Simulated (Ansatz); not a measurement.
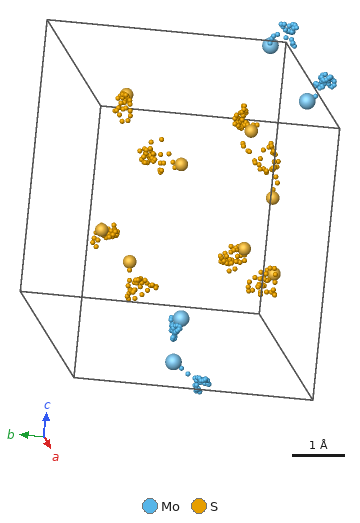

First-principles dynamics of a 12-atom cell of MoS2, 450 fs long. It starts from the last geometry of an earlier run, with fresh velocities. Dots mark each atom's position at evenly spaced times, in the colour of its element; spheres stand at the starting positions. Seen from a free direction in the reduced simulation cell.

Theory: DFT LDA, scalar-relativistic, plane waves, PAW (Ansatz 0.2.0). Settings: plane-wave cutoff 420 eV; k-point mesh 3 × 3 × 3; Fermi-Dirac smearing 0.36 eV; Langevin thermostat (NVT); set temperature 3360 K, then to 300 K over 225 steps, then to 300 K over 75 steps; time step 1.5 fs; friction 0.02 per fs.

Q: Describe the motion.

A: In the second half of the run the atoms are, in the root-mean-square, this far from where they began (common drift taken out): Mo 0.60 Å, S 0.59 Å. Against the typical shortest distance between atoms in the first frame, about 2.3 Å these are large excursions, but over 450 fs one can't yet tell strong vibration from the start of diffusion. Bond changes: one S–S bond forms at about 130 fs; one S–S bond breaks at about 270 fs.

PAW datasets: the set soft_1.
